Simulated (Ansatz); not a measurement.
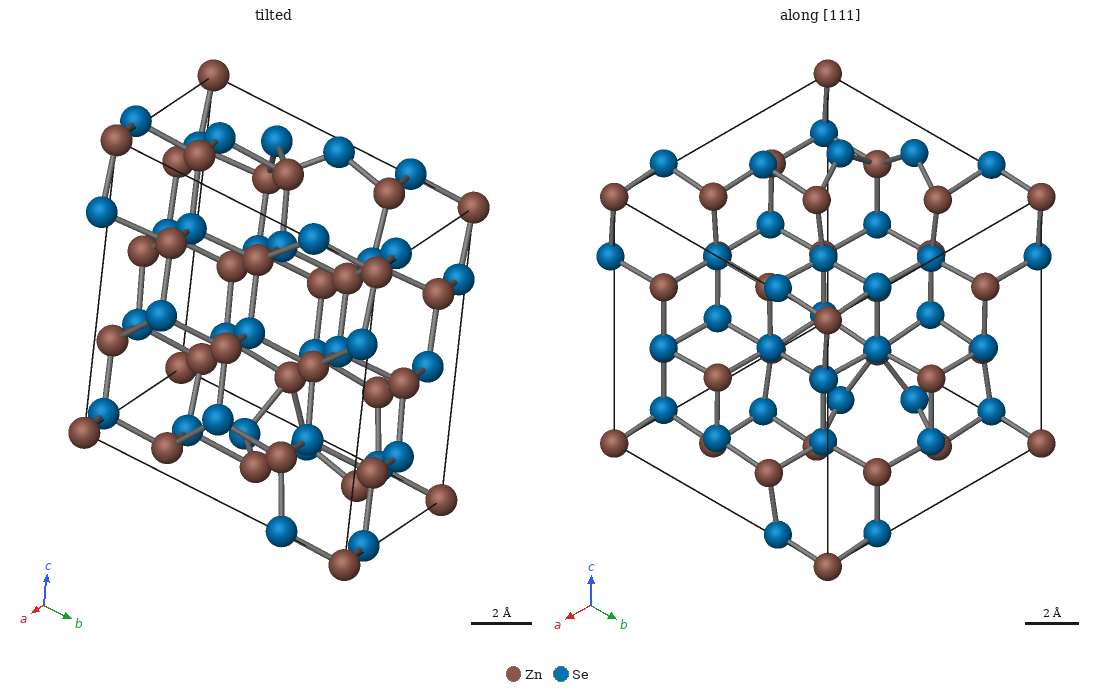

Shown here is a ball-and-stick view of the crystal, taken slightly off an axis and along [111]. The simulation cell is outlined; an atom on or near a face, edge or corner is repeated at each equivalent position.

Summary of the structure:

Its composition is Zn16Se17. No symmetry beyond translations is left (P1). Cell content 16 Zn, 17 Se; Z = 1. The bonds build a three-dimensional framework.

The structure comes from a structure listed in the Materials Project, repeated into a supercell with a point defect put in. The atoms were relaxed in a fixed cell with DFT PBE, scalar-relativistic, plane waves, PAW in Ansatz.
